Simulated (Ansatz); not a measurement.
Geometry relaxation, with input and output: Ga₁₅P₁₆ (charge −2) (part 3 of 3)

Continued. System: Ga₁₅P₁₆ (defect cell, 31 atoms in the cell, total charge −2). Method: DFT PBE, scalar-relativistic, plane waves, PAW, spin-polarised (Ansatz 0.2.0); cutoff 420 eV, 1×1×1 k-mesh, Gaussian smearing of 0.01 eV, collinear spins. The structure derives from a Materials Project entry. It belongs to a series of runs on one base structure; here: Ga vacancy (site a), charge -2, atoms relaxed at the host's cell.

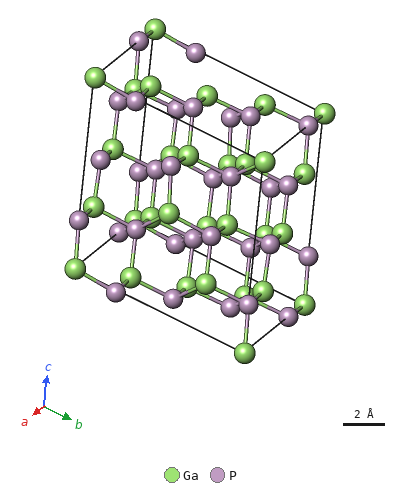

Figure 1. The geometry at step 2 of the log (ball-and-stick view of the cell of the calculation, seen slightly off an axis).

## Trajectory as extended XYZ (Å, eV, eV/Å), 3 frames, from step=1 to step=3
```
31
Lattice="-5.5051 5.5051 -5.5051 5.5051 -5.5051 -5.5051 -5.5051 -5.5051 5.5051" Properties=species:S:1:pos:R:3:forces:R:3 step=1 energy=-68829.55958
Ga   -8.3014   -2.7153   -0.0372   -0.1515   0.0423  -0.0423
Ga   -2.7526    0.0000   -2.7526    0.0000   0.0000   0.0000
Ga   -5.4679   -2.7898    2.7088    0.0423  -0.0423  -0.1515
Ga   -2.7963   -2.7898    0.0372   -0.1515  -0.0423   0.0423
Ga   -5.4679   -5.5489   -5.5424    0.0423  -0.1515  -0.0423
Ga   -5.5424    2.7153   -2.7088   -0.0423  -0.0423   0.1515
Ga   -2.7526   -5.5051   -2.7526    0.0000   0.0000   0.0000
Ga   -5.5424    0.0437   -0.0372   -0.0423   0.1515  -0.0423
Ga   -2.7088   -8.2204    0.0372    0.1515   0.0423   0.0423
Ga    2.7526   -5.5051   -2.7526    0.0000   0.0000   0.0000
Ga   -5.5424   -2.7153   -2.7963   -0.0423   0.0423  -0.1515
Ga   -2.7088   -2.7898   -5.5424    0.1515  -0.0423  -0.0423
Ga   -5.4679   -5.4614    0.0372    0.0423   0.1515   0.0423
Ga    0.0372   -2.7153   -2.7088    0.0423   0.0423   0.1515
Ga   -0.0372   -5.5489    0.0372   -0.0423  -0.1515   0.0423
P    -1.4537   -6.8040    1.4537    0.0162  -0.0162  -0.0162
P    -1.3777    1.3895   -6.8828   -0.0215  -0.0843  -0.0215
P    -1.3631   -1.3749   -4.1275   -0.0843   0.0215   0.0215
P    -4.0514   -4.2062    1.4537   -0.0162   0.0162  -0.0162
P    -1.3777   -4.1302   -1.3631   -0.0215  -0.0215  -0.0843
P     1.4537   -1.2989   -1.4537   -0.0162  -0.0162   0.0162
P    -4.1420    1.3749   -4.1275    0.0843  -0.0215   0.0215
P    -6.8828   -1.3749    1.3631   -0.0215   0.0215   0.0843
P    -4.1420   -1.3749   -1.3777    0.0843   0.0215  -0.0215
P    -1.3631    1.3749   -1.3777   -0.0843  -0.0215  -0.0215
P    -1.3777   -1.3895    1.3777   -0.0215   0.0843   0.0215
P    -4.1275   -4.1302   -4.1420    0.0215  -0.0215   0.0843
P    -6.9588    1.2989   -1.4537    0.0162   0.0162   0.0162
P     1.3777   -1.3749   -6.8682    0.0215   0.0215  -0.0843
P     1.3777   -4.1157   -4.1275    0.0215  -0.0843   0.0215
P     1.3777   -6.8946   -1.3777    0.0215   0.0843  -0.0215
31
Lattice="-5.5051 5.5051 -5.5051 5.5051 -5.5051 -5.5051 -5.5051 -5.5051 5.5051" Properties=species:S:1:pos:R:3:forces:R:3 step=2 energy=-68829.57737
Ga   -8.3173   -2.7136   -0.0389   -0.0536   0.0109  -0.0109
Ga   -2.7526    0.0000   -2.7526    0.0000   0.0000   0.0000
Ga   -5.4662   -2.7915    2.6929    0.0109  -0.0109  -0.0536
Ga   -2.8122   -2.7915    0.0389   -0.0536  -0.0109   0.0109
Ga   -5.4662   -5.5648   -5.5441    0.0109  -0.0536  -0.0109
Ga   -5.5441    2.7136   -2.6929   -0.0109  -0.0109   0.0536
Ga   -2.7526   -5.5051   -2.7526    0.0000   0.0000   0.0000
Ga   -5.5441    0.0597   -0.0389   -0.0109   0.0536  -0.0109
Ga   -2.6929   -8.2187    0.0389    0.0536   0.0109   0.0109
Ga    2.7526   -5.5051   -2.7526    0.0000   0.0000   0.0000
Ga   -5.5441   -2.7136   -2.8122   -0.0109   0.0109  -0.0536
Ga   -2.6929   -2.7915   -5.5441    0.0536  -0.0109  -0.0109
Ga   -5.4662   -5.4455    0.0389    0.0109   0.0536   0.0109
Ga    0.0389   -2.7136   -2.6929    0.0109   0.0109   0.0536
Ga   -0.0389   -5.5648    0.0389   -0.0109  -0.0536   0.0109
P    -1.4590   -6.7987    1.4590    0.0204  -0.0204  -0.0204
P    -1.3824    1.3932   -6.8876    0.0010  -0.0456   0.0010
P    -1.3594   -1.3701   -4.1227   -0.0456  -0.0010  -0.0010
P    -4.0461   -4.2115    1.4590   -0.0204   0.0204  -0.0204
P    -1.3824   -4.1350   -1.3594    0.0010   0.0010  -0.0456
P     1.4590   -1.2936   -1.4590   -0.0204  -0.0204   0.0204
P    -4.1457    1.3701   -4.1227    0.0456   0.0010  -0.0010
P    -6.8876   -1.3701    1.3594    0.0010  -0.0010   0.0456
P    -4.1457   -1.3701   -1.3824    0.0456  -0.0010   0.0010
P    -1.3594    1.3701   -1.3824   -0.0456   0.0010   0.0010
P    -1.3824   -1.3932    1.3824    0.0010   0.0456  -0.0010
P    -4.1227   -4.1350   -4.1457   -0.0010   0.0010   0.0456
P    -6.9641    1.2936   -1.4590    0.0204   0.0204   0.0204
P     1.3824   -1.3701   -6.8645   -0.0010  -0.0010  -0.0456
P     1.3824   -4.1120   -4.1227   -0.0010  -0.0456  -0.0010
P     1.3824   -6.8983   -1.3824   -0.0010   0.0456   0.0010
31
Lattice="-5.5051 5.5051 -5.5051 5.5051 -5.5051 -5.5051 -5.5051 -5.5051 5.5051" Properties=species:S:1:pos:R:3:forces:R:3 step=3 energy=-68829.57961
Ga   -8.3227   -2.7142   -0.0384    0.0059  -0.0012   0.0012
Ga   -2.7526    0.0000   -2.7526    0.0000   0.0000   0.0000
Ga   -5.4667   -2.7909    2.6876   -0.0012   0.0012   0.0059
Ga   -2.8176   -2.7909    0.0384    0.0059   0.0012  -0.0012
Ga   -5.4667   -5.5701   -5.5435   -0.0012   0.0059   0.0012
Ga   -5.5435    2.7142   -2.6876    0.0012   0.0012  -0.0059
Ga   -2.7526   -5.5051   -2.7526    0.0000   0.0000   0.0000
Ga   -5.5435    0.0650   -0.0384    0.0012  -0.0059   0.0012
Ga   -2.6876   -8.2193    0.0384   -0.0059  -0.0012  -0.0012
Ga    2.7526   -5.5051   -2.7526    0.0000   0.0000   0.0000
Ga   -5.5435   -2.7142   -2.8176    0.0012  -0.0012   0.0059
Ga   -2.6876   -2.7909   -5.5435   -0.0059   0.0012   0.0012
Ga   -5.4667   -5.4401    0.0384   -0.0012  -0.0059  -0.0012
Ga    0.0384   -2.7142   -2.6876   -0.0012  -0.0012  -0.0059
Ga   -0.0384   -5.5701    0.0384    0.0012   0.0059  -0.0012
P    -1.4557   -6.8020    1.4557   -0.0029   0.0029   0.0029
P    -1.3835    1.3909   -6.8887   -0.0032   0.0150  -0.0032
P    -1.3616   -1.3690   -4.1216    0.0150   0.0032   0.0032
P    -4.0494   -4.2083    1.4557    0.0029  -0.0029   0.0029
P    -1.3835   -4.1361   -1.3616   -0.0032  -0.0032   0.0150
P     1.4557   -1.2969   -1.4557    0.0029   0.0029  -0.0029
P    -4.1435    1.3690   -4.1216   -0.0150  -0.0032   0.0032
P    -6.8887   -1.3690    1.3616   -0.0032   0.0032  -0.0150
P    -4.1435   -1.3690   -1.3835   -0.0150   0.0032  -0.0032
P    -1.3616    1.3690   -1.3835    0.0150  -0.0032  -0.0032
P    -1.3835   -1.3909    1.3835   -0.0032  -0.0150   0.0032
P    -4.1216   -4.1361   -4.1435    0.0032  -0.0032  -0.0150
P    -6.9608    1.2969   -1.4557   -0.0029  -0.0029  -0.0029
P     1.3835   -1.3690   -6.8667    0.0032   0.0032   0.0150
P     1.3835   -4.1142   -4.1216    0.0032   0.0150   0.0032
P     1.3835   -6.8961   -1.3835    0.0032  -0.0150  -0.0032
```

This output came from the following input.

## Input
```yaml
crystal:
  lattice:
    - [-5.5051169764, 5.5051169764, -5.5051169764]
    - [5.5051169764, -5.5051169764, -5.5051169764]
    - [-5.5051169764, -5.5051169764, 5.5051169764]
  atoms:
    - { symbol: Ga, position: [0.7573549197, 0.25, 1.0005912424] }
    - { symbol: Ga, position: [0.5, 0.25, 0.25] }
    - { symbol: Ga, position: [0.2505912424, 0.0073549197, 0.75] }
    - { symbol: Ga, position: [0.2505912424, 0.25, 0.5073549197] }
    - { symbol: Ga, position: [1.0, 1.0073549197, 1.0005912424] }
    - { symbol: Ga, position: [0.7494087576, -0.0005912424, 0.2567636772] }
    - { symbol: Ga, position: [0.5, 0.75, 0.75] }
    - { symbol: Ga, position: [0.5067636772, -0.0005912424, 0.4994087576] }
    - { symbol: Ga, position: [0.2426450803, 0.7432363228, 0.9926450803] }
    - { symbol: Ga, position: [0.0, 0.75, 0.25] }
    - { symbol: Ga, position: [0.7573549197, 0.5005912424, 0.75] }
    - { symbol: Ga, position: [0.7494087576, 0.7567636772, 0.4994087576] }
    - { symbol: Ga, position: [0.4932363228, 0.4926450803, 0.9926450803] }
    - { symbol: Ga, position: [0.2426450803, 0.4926450803, 0.2432363228] }
    - { symbol: Ga, position: [0.0, 0.5005912424, 0.5073549197] }
    - { symbol: P, position: [0.0, 0.4859394038, 0.75], spin: 0.25 }
    - { symbol: P, position: [0.7502514911, 0.4989291983, -0.0010708017] }
    - { symbol: P, position: [0.4986777072, 0.4997485089, 0.2486777072] }
    - { symbol: P, position: [0.2359394038, 0.25, 0.75], spin: 0.25 }
    - { symbol: P, position: [0.2489291983, 0.4989291983, 0.5002514911] }
    - { symbol: P, position: [0.0, 0.25, -0.0140605962], spin: 0.25 }
    - { symbol: P, position: [0.7510708017, 0.25, 0.2513222928] }
    - { symbol: P, position: [0.5013222928, 0.0010708017, 0.75] }
    - { symbol: P, position: [0.5013222928, 0.25, 0.5010708017] }
    - { symbol: P, position: [0.2489291983, 0.0002514911, -0.0010708017] }
    - { symbol: P, position: [0.0, 0.0010708017, 0.2513222928] }
    - { symbol: P, position: [0.7510708017, 0.7513222928, 0.75] }
    - { symbol: P, position: [0.7640605962, 0.0140605962, 0.5140605962], spin: 0.25 }
    - { symbol: P, position: [0.4986777072, 0.7486777072, -0.0002514911] }
    - { symbol: P, position: [0.2497485089, 0.7486777072, 0.2486777072] }
    - { symbol: P, position: [0.0, 0.7513222928, 0.5010708017] }
  host:
    lattice:
      - [0.0, 2.7525584882, 2.7525584882]
      - [2.7525584882, 0.0, 2.7525584882]
      - [2.7525584882, 2.7525584882, 0.0]
    atoms:
      - { symbol: Ga, position: [0.0, 0.0, 0.0] }
      - { symbol: P, position: [0.25, 0.25, 0.25] }
total_charge: -2
basis:
  ecutwfc: 420
  xc_grid: 2
kpoints:
  mp_grid: { grid: [1, 1, 1], shift: [0.0, 0.0, 0.0] }
hamiltonian:
  xc: pbe
scf:
  occupations: { method: gaussian, width: 0.01 }
output:
  forces: true
  stress: false
  eigenvalues: true
  populations: true
  charged_corrections:
    defect_position: [0.0, 0.25, 0.75]
    epsilon: [[12.8535, 0.0, 0.0], [0.0, 12.8535, 0.0], [0.0, 0.0, 12.8535]]
magnetization:
  spin_polarized: true
relax:
  adjacent_minimum: "off"
  f_tol: 0.025
  max_steps: 45
```

Run as:
```bash
ansatz run input.yaml --threads 4 --pin off --max-ram 10240MiB --backend cpu --events-out ev --progress --plain --runs-dir out
```

## Results in brief

```json
{"quantity": "outcome", "value": "converged"}
{"quantity": "electrons treated", "value": "277"}
{"quantity": "free energy", "value": "−68829.5796 eV"}
{"quantity": "Fermi energy", "value": "6.799 eV"}
{"quantity": "gap on the k-point mesh", "value": "none (metallic)"}
{"quantity": "net moment of the cell", "value": "1.00 μB"}
{"quantity": "integrated absolute moment", "value": "1.06 μB"}
{"quantity": "final volume", "value": "667.36 Å³"}
{"quantity": "largest force (length of the vector) at the end", "value": "0.016 eV/Å"}
{"quantity": "hardware", "value": "4 threads of Oxide Virtual Turin-like (Zen 5), 32 GiB of memory available, shared host"}
{"quantity": "wall time", "value": "20 s (CPU time 66 s)"}
{"quantity": "peak memory", "value": "1 GiB"}
```

## Notes

The k-point mesh is coarse (a preliminary or cheap run), so energies and forces are approximate. The cell is charged and computed with a neutralising background, so its energy and pressure depend on the cell and aren't those of a real crystal.
